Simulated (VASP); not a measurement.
```cif
data_structure
_symmetry_space_group_name_H-M 'P 1'
_symmetry_Int_Tables_number 1
_cell_length_a 2.5855
_cell_length_b 2.5855
_cell_length_c 2.5855
_cell_angle_alpha 90.000
_cell_angle_beta 90.000
_cell_angle_gamma 90.000
_cell_volume 17.28
loop_
_atom_site_label
_atom_site_type_symbol
_atom_site_fract_x
_atom_site_fract_y
_atom_site_fract_z
_atom_site_occupancy
Al1 Al 0.00000 0.00000 0.00000 1
N1 N 0.50000 0.50000 0.50000 1
```

Space group Pm-3m; a generated structure, not necessarily the stable one.

Theory: Kohn-Sham DFT of a periodic cell, r2SCAN, VASP PAW PBE potentials, recommended (VASP 6.6.1).

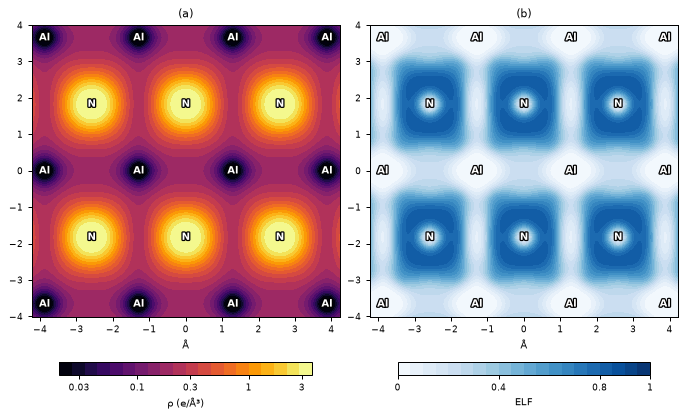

AlN. (a) valence charge density (pseudo); (b) electron localisation function on the (110) plane of the conventional cell.

Core electrons are frozen (PAW), and the valence fields are smoothed inside the atomic spheres.

**Interpret the plot.**

The section cuts through Al and N sites. Al–N (2.24 Å): the density is about 0.37 e/Å³ at the midpoint; the ELF peaks at about 0.85 in the valence shell of N, 0.7 Å from its nucleus, and is about 0.65 at the midpoint. Between the atoms the lowest density in this plane is 0.17 e/Å³.
